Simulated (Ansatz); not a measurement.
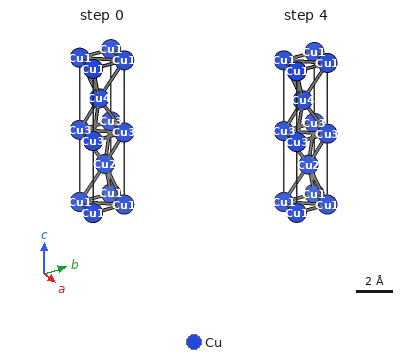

The structure of solid Cu (set up in P6_3/mmc) before (left) and after (right) a relaxation, at one scale.

Style: ball-and-stick. Shown: the cell of the calculation, slightly off an axis.

Case: relaxed again under DFT PBE+D3(BJ), scalar-relativistic, plane waves, PAW.

Theory: Ansatz, DFT PBE+D3(BJ), scalar-relativistic, plane waves, PAW.

The input:
```yaml
crystal:
  lattice:
    - [2.56704129, 0.0, 0.0]
    - [-1.283520645, 2.2231229697, 0.0]
    - [0.0, 0.0, 8.3865575143]
  atoms:
    - { symbol: Cu, position: [0.0, 0.0, 0.0] }
    - { symbol: Cu, position: [0.3333333333, 0.6666666667, 0.25] }
    - { symbol: Cu, position: [0.0, 0.0, 0.5] }
    - { symbol: Cu, position: [0.6666666667, 0.3333333333, 0.75] }
basis:
  ecutwfc: 420
kpoints:
  mp_grid: { grid: [18, 18, 6] }
hamiltonian:
  xc: pbe
  dispersion: d3bj
scf:
  occupations: { method: gaussian, width: 0.1 }
output:
  forces: true
  stress: true
  eigenvalues: true
relax:
  adjacent_minimum: "off"
  f_tol: 0.005
  max_steps: 50
  cell: { stress_tol: 0.05 }
```

Command:
```bash
ansatz run input.yaml --threads 1 --pin off --max-ram 2560MiB --backend cpu --events-out ev --progress --plain --runs-dir out
```

Question: Describe what moved and what it gained.

Answer: The atoms keep their places relative to the cell (all moves are under 0.005 Å). The drawn cell changes as follows: a = b 2.567 → 2.520 Å (−1.9 %), c 8.387 → 8.233 Å (−1.8 %); the volume changes by −5.4 %. Among the contacts that change: Cu1–Cu1 2.567 → 2.520 Å. The space group stays P6_3/mmc (No. 194). After 3 accepted moves (4 points after the start) the energy has fallen by 17.1 meV per atom. All forces vanish by symmetry, so only the cell relaxes. The pressure goes from −8.02 to 0.04 GPa. The SCF was repeated once at an unchanged geometry on a basis and grid sized afresh for the cell, which shifted the energy by 0.6 meV per atom at most. The run took 88 s on 1 thread of Arm Neoverse V1 (shared host), peak memory 0.5 GiB.
